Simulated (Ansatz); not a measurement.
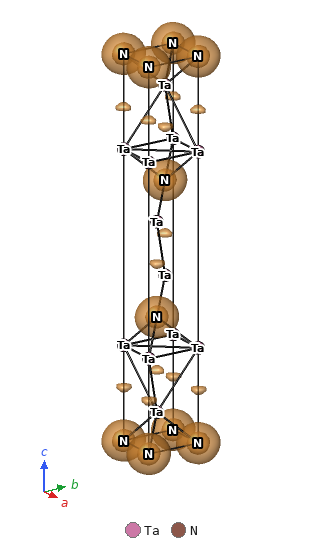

Figure. Ta₂N. Isosurface of the ELF at 0.7 (orange), seen slightly off an axis. Core shells and regions of very low density are left out. Sticks mark near contacts.

Space group R-3m; computed without spin polarisation.

Method: DFT r2SCAN, scalar-relativistic, plane waves, PAW in Ansatz.

Core electrons are frozen (PAW), and the valence fields are smoothed inside the atomic spheres.

### Identify the bonds, lone pairs and shells in this picture.

The surface consists of three regions wrapped around N (the valence shell of each) and six pockets between the atoms, centred on no nucleus (multi-centre or interstitial), counted in one cell of 9 atoms. Any copies at cell faces, edges or corners count once. Profiles from the grid: Ta–N (2.19 Å): the ELF peaks at about 0.80 in the valence shell of N, 0.7 Å from its nucleus, and is about 0.20 at the midpoint (no shared electron pair shows on this line). Ta–Ta (2.99 Å): the ELF is about 0.25 at the midpoint (no localised pair shows between them).

### Does the calculation make it a metal, or give it a gap?

It is metallic or semimetallic at this level of theory: no gap opens; semilocal functionals without U, or without the true magnetic order, often close the gap of such compounds.
